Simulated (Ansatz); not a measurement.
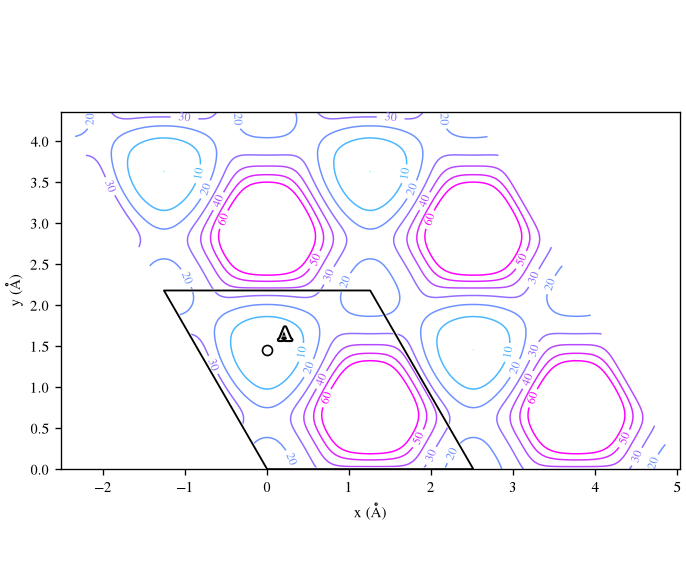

Si on a C(111) slab cut from the Fd-3m phase, its upper half relaxed before the scan (24 atoms of substrate and one adsorbate in a 2 × 2 cell). Si is moved over the surface cell at a fixed height above a rigid substrate; the origin of the map has the adsorbate above C21; the height is held at 2.80 Å. Places are given modulo a cell vector. The map is drawn in real space over the plane of the surface. The grid has 6 × 6 points; 10 points were computed and 26 follow by symmetry. Places are given in fractions of the 1 × 1 surface cell. Energies are in meV, from the lowest grid point. At a fixed height the lowest place need not be the adsorption site. Computed with Ansatz, DFT PBE+D3(BJ), scalar-relativistic, plane waves, PAW. Settings: cutoff 420 eV, k-mesh 6×6×1, gaussian smearing 0.05 eV, spin-polarised.

The picture shows contour lines labelled in meV (none above 60), the outline of one cell of the 2 × 2 shown, the point A. Between grid points the surface is interpolated.

**What is the easiest way out of the well at A, and how high is the barrier?**

The easiest path leads from the well at the top site over a surface C atom, (2/6, 4/6) of the cell vectors to the well at the top site over a surface C atom, (0/6, 0/6) of the cell vectors, about 15 meV higher. Its highest point lies about 24 meV above the bottom of the first well on the interpolated surface, at about (0.13, 0.87) of the cell vectors. Seen from the upper well the barrier is about 8.4 meV. This is the barrier on the constrained surface; relaxing the other coordinates would change it.

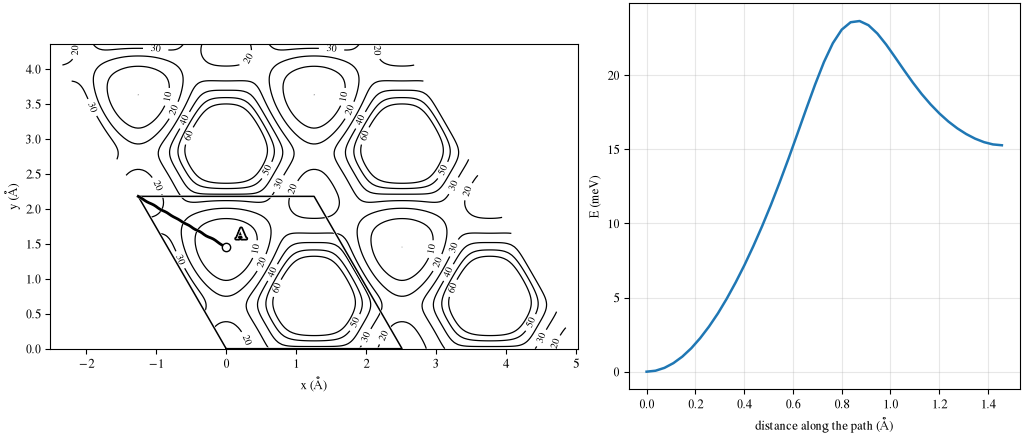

Drawn: contour lines labelled in meV (none above 60), a line along the lowest path, the outline of one cell of the 2 × 2 shown, the energy along the path at the right. Between grid points the surface is interpolated.

PAW datasets: the set soft_1.
